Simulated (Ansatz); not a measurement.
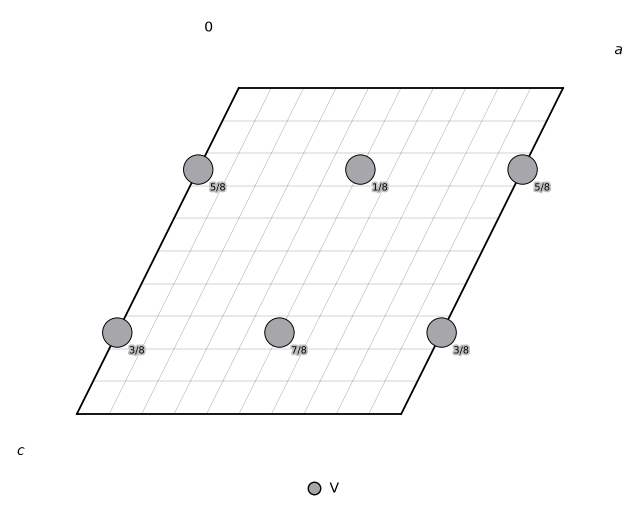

Plan of a unit cell projected along b (c down the page, a across); the numbers are heights as fractions of b, and atoms on the cell's edges are repeated. The grid marks tenths of c and a. Source: the input geometry of an electronic-structure calculation (not necessarily at equilibrium); the starting structure was generated, so it need not be a known form of this composition. The drawing is computed from the coordinates (standard cell, symmetry found to 0.002 Å).

a = 2.488 Å, b = 8.995 Å, c = 2.792 Å, α = 90.00°, β = 116.41°, γ = 90.00°.

> What does the cell contain?

4 V: V, Z = 4.

> Give the fractional coordinates of all atoms, to two places.

```csv
atom,x,y,z
V,0.50,0.88,0.75
V,0.50,0.12,0.25
V,0.00,0.38,0.75
V,0.00,0.62,0.25
```
